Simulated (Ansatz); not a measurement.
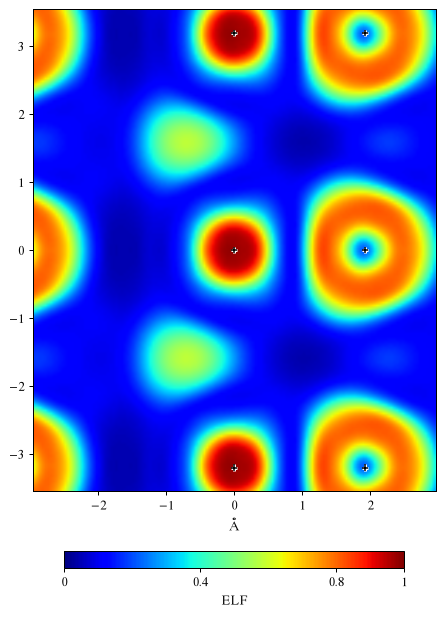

The ELF on a plane through atoms (crosses mark nuclei in the plane).

These are results of DFT PBEsol, scalar-relativistic, plane waves, PAW in Ansatz, not measurements.

Candidates:
A. SnSe₂, a = 4.11 Å, b = 4.11 Å, c = 5.30 Å, α = 90.00°, β = 90.00°, γ = 120.00°. Space group P-3m1; not relaxed (largest force 0.8 eV/Å).
B. Hf₂N, a = 5.30 Å, b = 5.30 Å, c = 3.23 Å, α = 90.00°, β = 90.00°, γ = 90.00°. Space group P4₂/mnm; a structure from a database of computed crystals, not necessarily the ambient phase.
C. CoO, a = 3.20 Å, b = 3.20 Å, c = 5.23 Å, α = 90.00°, β = 90.00°, γ = 120.00°. Space group P6₃mc; a structure from a database of computed crystals, not necessarily the ambient phase; computed pressure about −10 GPa in this cell; spin-polarised.

Q: Which system is this?

A: Candidate C: CoO on the (11̄0) plane of the cell of the magnetic structure, which holds Co and O. Co–O (1.92 Å): the ELF peaks at about 0.85 in the valence shell of O, 0.6 Å from its nucleus, and is about 0.20 at the midpoint: no shared electron pair shows on this line.
